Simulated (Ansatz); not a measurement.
# AlN (P6_3mc): zone-centre modes under pressure, part 3 of 4

Wanted: Grüneisen parameters and pressure coefficients of the modes of AlN (P6_3mc).

Ansatz 0.2.0; DFT LDA, scalar-relativistic, plane waves, PAW; PAW set soft_1.

So far, highest optical mode at the zone centre (no LO-TO term) (cm⁻¹): step 4 (modes at rest) 730.

The database entry behind the starting cell differs from later determinations by our own check (inner coordinate u about 0.002 short), so it need not match the best structure at ambient conditions.

## 6. Zone-centre modes of the member: 1.06 times the volume at rest

The zone-centre modes follow for 1.06 times the volume at rest, with the response to a field.

The input, input.yaml:

```yaml
crystal:
  lattice:
    - [3.1455328941, 0.0, 0.0]
    - [-1.572766447, 2.7241113947, 0.0]
    - [0.0, 0.0, 5.0518805088]
  atoms:
    - { symbol: "N", position: [0.3333333333, 0.6666666667, 0.380508276] }
    - { symbol: "N", position: [0.6666666667, 0.3333333333, 0.880508276] }
    - { symbol: Al, position: [0.3333333333, 0.6666666667, -0.000508276] }
    - { symbol: Al, position: [0.6666666667, 0.3333333333, 0.499491724] }
kpoints:
  mp_grid: { grid: [9, 9, 6] }
hamiltonian:
  xc: lda
  pseudopotentials: { kind: paw, azcp: { folder: soft_1 }, xc_functional: pbe }
scf:
  occupations: { method: fixed }
output:
  eigenvalues: true
phonons:
  method: dfpt
  dielectric: true
  rigid_motions: translations
```

Command:

```
$ ansatz run input.yaml --threads 8 --pin off --max-ram 16384MiB --backend cpu --events-out ev --progress --plain --runs-dir out
```

Numbers of over 12 decimals in the logs are rounded to 6 here.

Output:

```text
[...]
Crystal: 4 atoms, lattice volume = 43.288 Å³
Basis set: ecut = 420 eV, 845 PW (Γ), exchange–correlation on 48×48×72 points (8 copies of the dense FFT grid, shifted against one another)
Bands: 12, of which v1, the nominal top of the filled ones, is band 8 counted from 1 (7 counted from 0)
Symmetry: 12 space group operations
k-points: 140 of 486 (irreducible under 2 space group operations, time reversal used)
[...]
SCF iter   1: F=—  HF=-1782.413887 eV  |F-HF|=—  |Δ(HF+E_count)|=         —  Δρ=1.27e-1  dr2=8.75e0  ethr=3.10e-3  ⟨swp⟩=4.8  Hψ=9070  notcnv=0  defer=99
[...]
SCF iter   9: F=-1779.624948 eV  HF=-1779.624948 eV  |F-HF|=2.27e-13  |Δ(HF+E_count)|=  3.05e-11  Δρ=2.69e-8  dr2=1.03e-13  ethr=1.00e-12  ⟨swp⟩=5.0  Hψ=6469  notcnv=0
SCF 1 converged in 9 iterations: F = -1779.624948 eV  dr2 = 1.03e-13
[...]
Bands: 9, of which v1, the nominal top of the filled ones, is band 8 counted from 1 (7 counted from 0)
k-points: 90 of 600 (irreducible under 4 space group operations, time reversal used)
[...]
Eigensolver: Dense (90 Hₖ)
SCF iter   1: F=—  HF=-1779.627171 eV  |F-HF|=—  |Δ(HF+E_count)|=         —  Δρ=3.92e-4  dr2=9.31e-6  ethr=1.00e-1
[...]
SCF iter   4: F=-1779.627172 eV  HF=-1779.627172 eV  |F-HF|=3.88e-10  |Δ(HF+E_count)|=   2.31e-7  Δρ=5.67e-6  dr2=3.73e-9  ethr=6.35e-9
SCF 1 converged in 4 iterations: F = -1779.627172 eV  dr2 = 3.73e-9
[...]
SCF converged after 9 iterations
Free energy (F): -1779.624948 eV
[...]
Internal energy: -1779.624948 eV  (E = F + TS)
E sigma→0 (E₀):  -1779.624948 eV
Fermi energy:    6.454752 eV
[...]
--- Band table (eV; the first three rows and the last of 140) ---
  k-point 0: bands = [... 4 lower, 5.6409, 6.2761, 6.2761, 6.4548, 10.3810, 12.7443, 16.6445, 17.2039]
  k-point 1: bands = [... 4 lower, 5.6813, 5.8564, 6.2314, 6.2314, 10.8743, 12.8126, 16.4718, 17.1790]
  k-point 2: bands = [... 4 lower, 5.7928, 5.7928, 6.1105, 6.1105, 11.8118, 12.8850, 16.1874, 17.1114]
  k-point 139: bands = [... 4 lower, 3.9806, 3.9806, 5.3878, 5.3878, 12.7809, 12.7809, 15.4511, 15.4511]
[...]
ASR residual: 7.486e-7 → 0.000e0 eV/Å²; symmetrization residual: 4.017e-6 eV/Å²
  ASR residual per site (eV/Å²): 7.49e-7 7.49e-7 7.19e-7 7.19e-7
[...]
ε∞ (high-frequency dielectric tensor):
        4.511393    -0.000000     0.000000
       -0.000000     4.511393    -0.000000
        0.000000     0.000000     4.729369
  ε⁰ (static dielectric tensor: ions relaxed, cell fixed):
        8.591258    -0.000000     0.000000
       -0.000000     8.591258    -0.000000
        0.000000    -0.000000    10.178068
  ε⁰ − ε∞ (ionic part):
        4.079865    -0.000000     0.000000
       -0.000000     4.079865    -0.000000
        0.000000    -0.000000     5.448699
[...]
Born effective charges Z* (e; rows j = field, columns β = displacement):
    site 0:
        -2.53279    0.00000   -0.00000
         0.00000   -2.53279    0.00000
        -0.00000    0.00000   -2.68738
    site 1:
        -2.53279    0.00000   -0.00000
         0.00000   -2.53279   -0.00000
        -0.00000   -0.00000   -2.68738
    site 2:
         2.53279   -0.00000    0.00000
        -0.00000    2.53279    0.00000
         0.00000    0.00000    2.68738
    site 3:
         2.53279   -0.00000    0.00000
        -0.00000    2.53279   -0.00000
         0.00000    0.00000    2.68738
  Z* charge neutrality: 1.073e-3 e pre-enforcement
  solved inside a basis spanned on kpoints, on 10×10×6 k-points, its susceptibility summed on 14×14×8: ε∞ is read to err by 1.4e-2, Z* by 9.9e-3 e (field_mesh: kpoints solves on kpoints); Z* is corrected for what the basis lacks
  optical modes at Γ without the LO–TO term, one row a degenerate level:
      ω (cm⁻¹)  modes    IR ((D/Å)²/amu)
        239.65      2             0.0000
        521.76      1             0.0000
        571.67      1            36.1410
        605.31      2             0.0000
        622.65      2            64.2056
        685.58      1             0.0000
  optical modes at Γ + LO–TO along q̂ = [1.0000, 0.0000, 0.0000]:
      ω (cm⁻¹)  modes    IR ((D/Å)²/amu)
        239.65      2             0.0000
        521.76      1             0.0000
        571.67      1            36.1410
        605.31      2             0.0000
        622.65      1            32.1028
        685.58      1             0.0000
        859.24      1            32.1028
  optical modes at Γ + LO–TO along q̂ = [0.0000, 1.0000, 0.0000]:
      ω (cm⁻¹)  modes    IR ((D/Å)²/amu)
        239.65      2             0.0000
        521.76      1             0.0000
        571.67      1            36.1410
        605.31      2             0.0000
        622.65      1            32.1028
        685.58      1             0.0000
        859.24      1            32.1028
  optical modes at Γ + LO–TO along q̂ = [0.0000, 0.0000, 1.0000]:
      ω (cm⁻¹)  modes    IR ((D/Å)²/amu)
        239.65      2             0.0000
        521.76      1             0.0000
        605.31      2             0.0000
        622.65      2            64.2056
        685.58      1             0.0000
        838.65      1            36.1410
```

Run time: 11 s. Hardware: 8 threads of AMD EPYC 7B13 (Zen 3), shared host; peak memory 0.68 GiB.

This step gave:

```
sum-rule residual before enforcement                    : 7.49e-7 eV/Å²
miss of the charge sum rule                             : 0.001073 e
estimated error of the dielectric tensor                : 0.01359
estimated error of the Born charges                     : 0.009949 e
highest optical mode at the zone centre (no LO-TO term) : 685.6 cm⁻¹
lowest optical zone-centre mode                         : 239.7 cm⁻¹
mean high-frequency dielectric constant                 : 4.584
largest Born charge (third of the trace)                : -2.584 e
mean static dielectric constant                         : 9.120
top of the zone-centre spectrum with the field          : 859.2 cm⁻¹
```

Without the LO-TO term. Patterns of degenerate modes are one choice out of their space. The modes at Γ (shares of kinetic energy by element, %):

```
mode  frequency (cm⁻¹)  symmetry  N %  Al %
   1               0.0  acoustic   34    66
   2               0.0  acoustic   34    66
   3               0.0  acoustic   34    66
   4             239.7        E2   28    72
   5             239.7        E2   28    72
   6             521.8        B1    1    99
   7             571.7        A1   66    34
   8             605.3        E2   72    28
   9             605.3        E2   72    28
  10             622.6        E1   66    34
  11             622.6        E1   66    34
  12             685.6        B1   99     1
```

Transverse modes. Infrared lines, with heights relative to the strongest:

```
position (cm⁻¹)  label  relative intensity
            240     E2                 0.0
            522     B1                 0.0
            572     A1                  56
            605     E2                 0.0
            623     E1                 100
            686     B1                 0.0
```

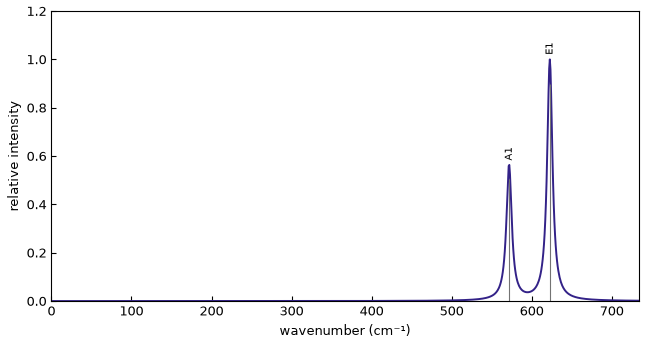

The infrared spectrum, broadened with Lorentzians of width 8 cm⁻¹; bars mark the lines.

Without the LO-TO term the lowest optical mode is real, 240 cm⁻¹, and the highest lies at 685.6 cm⁻¹.

Between step 4 and this run (volume ratio 1.06) the value for the highest optical mode at the zone centre (no LO-TO term) moves from 730 cm⁻¹ to 686 cm⁻¹ (-6 %).

## 7. A member of the series: 0.9 times the volume at rest

The cell is set to 0.9 times the volume at rest, and shape and atoms relax at that volume.

input.yaml, the sections that differ from step 6:

```yaml
crystal:
  lattice:
    - [2.9897412272, 0.0, 0.0]
    - [-1.4948706136, 2.5891918535, 0.0]
    - [0.0, 0.0, 4.748002902]
  atoms:
    - { symbol: "N", position: [0.3333333333, 0.6666666667, 0.3821441257] }
    - { symbol: "N", position: [0.6666666667, 0.3333333333, 0.8821441257] }
    - { symbol: Al, position: [0.3333333333, 0.6666666667, -0.0021441257] }
    - { symbol: Al, position: [0.6666666667, 0.3333333333, 0.4978558743] }
output:
  forces: true
  stress: true
  eigenvalues: true
relax:
  adjacent_minimum: "off"
  f_tol: 0.001
  max_steps: 60
  cell: { stress_tol: 0.01, fix: [volume] }
# kpoints, hamiltonian, scf: as in step 6
# phonons: removed
```

Output:

```text
[...]
Crystal: 4 atoms, lattice volume = 36.754 Å³
Basis set: ecut = 420 eV, 711 PW (Γ)
Bands: 12, of which v1, the nominal top of the filled ones, is band 8 counted from 1 (7 counted from 0)
Symmetry: 12 space group operations
[...]
k-points: 48 of 486 (time reversal used)
[...]
--- Relaxed structure (5 steps of the walk, 5 accepted, 2 SCFs on fresh bases) ---
[...]
cell:  # Å, volume = 36.7544 Å³
    - [2.992776, -1.1219023743189397e-19, 0]
    - [-1.496388, 2.591820, 0]
    - [0, 0, 4.738379]
  atoms:
    - { symbol: N, position: [0.333333, 0.666667, 0.382615] }
    - { symbol: N, position: [0.666667, 0.333333, 0.882615] }
    - { symbol: Al, position: [0.333333, 0.666667, -0.002615] }
    - { symbol: Al, position: [0.666667, 0.333333, 0.497385] }
[key lines of the parts left out:]
SCF converged after 4 iterations
Free energy (F): -1779.396155 eV
Fermi energy:    8.382633 eV
P = ⅓ Tr σ = 26.9896 GPa (269.896 kbar)
```

Elapsed: 2.2 s, on 8 threads; peak memory 0.43 GiB.

Relaxation path:

```
step  energy less that of the first step (eV)  largest force component (eV/Å)  pressure (GPa)  volume (Å³)
   1                                   0.0000                          0.0151           27.07        36.75
   2                                  -0.0001                          0.0169           27.04        36.75
   3                                  -0.0002                          0.0076           27.00        36.75
   4                                  -0.0002                          0.0001           26.99        36.75
  5*                                  -0.0002                          0.0001           26.99        36.75
   6                                  -0.0002                          0.0000           26.99        36.75
  7*                                  -0.0002                          0.0000           26.99        36.75
```

Relaxation steps marked * repeat the geometry before them on a plane-wave basis chosen anew for their cell, so energy and pressure can jump there.

The run keeps the 12 symmetry operations that it works with, so distortions that break them were not tested.

```
conventional cell, symmetrised  before  after  change
                         a (Å)   2.990  2.993  +0.1 %
                         b (Å)   2.990  2.993  +0.1 %
                         c (Å)   4.748  4.738  -0.2 %
              volume (Å³/atom)    9.19   9.19  -0.0 %
```

The relaxed structure:

```xyz
4
Lattice="2.9928 0.0000 0.0000 -1.4964 2.5918 0.0000 0.0000 0.0000 4.7384" Properties=species:S:1:pos:R:3 pbc="T T T"
N     0.0000    1.7279    1.8130
N     1.4964    0.8639    4.1822
Al    0.0000    1.7279   -0.0124
Al    1.4964    0.8639    2.3568
```

Numbers from this step:

| Property | Result |
| --- | --- |
| pressure | 26.99 GPa |
| gap on the k-mesh | 4.927 eV |
| volume per atom | 9.189 Å³ |

The largest force component left is 0.0065 meV/Å, at a pressure of 26.99 GPa.

## 8. Zone-centre modes of the member: 0.9 times the volume at rest

The zone-centre modes follow for 0.9 times the volume at rest, with the response to a field.

input.yaml, the sections that differ from step 7:

```yaml
crystal:
  lattice:
    - [2.9927758627, 0.0, 0.0]
    - [-1.4963879314, 2.5918199249, 0.0]
    - [0.0, 0.0, 4.7383789583]
  atoms:
    - { symbol: "N", position: [0.3333333333, 0.6666666667, 0.3826150024] }
    - { symbol: "N", position: [0.6666666667, 0.3333333333, 0.8826150024] }
    - { symbol: Al, position: [0.3333333333, 0.6666666667, -0.0026150024] }
    - { symbol: Al, position: [0.6666666667, 0.3333333333, 0.4973849976] }
output:
  eigenvalues: true
phonons:
  method: dfpt
  dielectric: true
  rigid_motions: translations
# kpoints, hamiltonian, scf: as in step 7
# relax: removed
```

Output:

```text
[...]
Crystal: 4 atoms, lattice volume = 36.754 Å³
Basis set: ecut = 420 eV, 711 PW (Γ), exchange–correlation on 48×48×64 points (8 copies of the dense FFT grid, shifted against one another)
Bands: 12, of which v1, the nominal top of the filled ones, is band 8 counted from 1 (7 counted from 0)
Symmetry: 12 space group operations
k-points: 140 of 486 (irreducible under 2 space group operations, time reversal used)
[...]
optical modes at Γ + LO–TO along q̂ = [1.0000, 0.0000, 0.0000]:
      ω (cm⁻¹)  modes    IR ((D/Å)²/amu)
[...]
optical modes at Γ + LO–TO along q̂ = [0.0000, 1.0000, 0.0000]:
      ω (cm⁻¹)  modes    IR ((D/Å)²/amu)
[...]
optical modes at Γ + LO–TO along q̂ = [0.0000, 0.0000, 1.0000]:
      ω (cm⁻¹)  modes    IR ((D/Å)²/amu)
[...]
789.59      2             0.0000
        790.07      2            62.9067
        820.43      1             0.0000
        985.01      1            36.2394
[key lines of the parts left out:]
SCF converged after 8 iterations
Free energy (F): -1779.396156 eV
Fermi energy:    8.382634 eV
```

Elapsed: 9.9 s, on 8 threads; peak memory 0.64 GiB; 68 s of CPU time.

This step gave:

* sum-rule residual before enforcement: 3.13e-5 eV/Å²
* miss of the charge sum rule: 0.001268 e
* estimated error of the dielectric tensor: 0.01197
* estimated error of the Born charges: 0.009422 e
* highest optical mode at the zone centre (no LO-TO term): 820.4 cm⁻¹
* lowest optical zone-centre mode: 238.8 cm⁻¹
* mean high-frequency dielectric constant: 4.320
* largest Born charge (third of the trace): -2.568 e
* mean static dielectric constant: 7.668
* top of the zone-centre spectrum with the field: 1027 cm⁻¹

Without the LO-TO term. Patterns of degenerate modes are one choice out of their space. Modes at Γ, with each element's share of the kinetic energy:

```
mode  frequency (cm⁻¹)  symmetry  N %  Al %
   1               0.0  acoustic   34    66
   2               0.0  acoustic   34    66
   3               0.0  acoustic   34    66
   4             238.8        E2   31    69
   5             238.8        E2   31    69
   6             599.5        B1    3    97
   7             707.9        A1   66    34
   8             789.6        E2   69    31
   9             789.6        E2   69    31
  10             790.1        E1   66    34
  11             790.1        E1   66    34
  12             820.4        B1   97     3
```

Transverse modes. Lines of the infrared spectrum (strongest = 100):

```
position (cm⁻¹)  lines merged  relative intensity
            239             1                 0.0
            600             1                 0.0
            708             1                  58
            790             2                 100
            820             1                 0.0
```

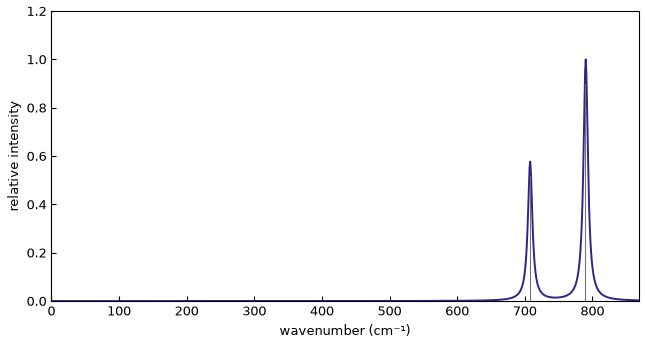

The infrared spectrum, broadened with Lorentzians of width 8 cm⁻¹; bars mark the lines.

Without the LO-TO term the lowest optical mode is real, 239 cm⁻¹, and the highest lies at 820.4 cm⁻¹.

For the highest optical mode at the zone centre (no LO-TO term), step 4 gave 730 cm⁻¹; this run, with volume ratio 0.9, gives 820 cm⁻¹ (+12 %).

(Part 3 of 4 ends here.)

[Logs are printed without paths, hosts, clocks, repeated set-up lines and the standing remarks that a program may print on its own settings, such as how far it seeks lower states.]

[Hosts, paths, dates, database ids (printed as entryN), source tags and the programs' standing remarks are cut or masked in the printed files.]
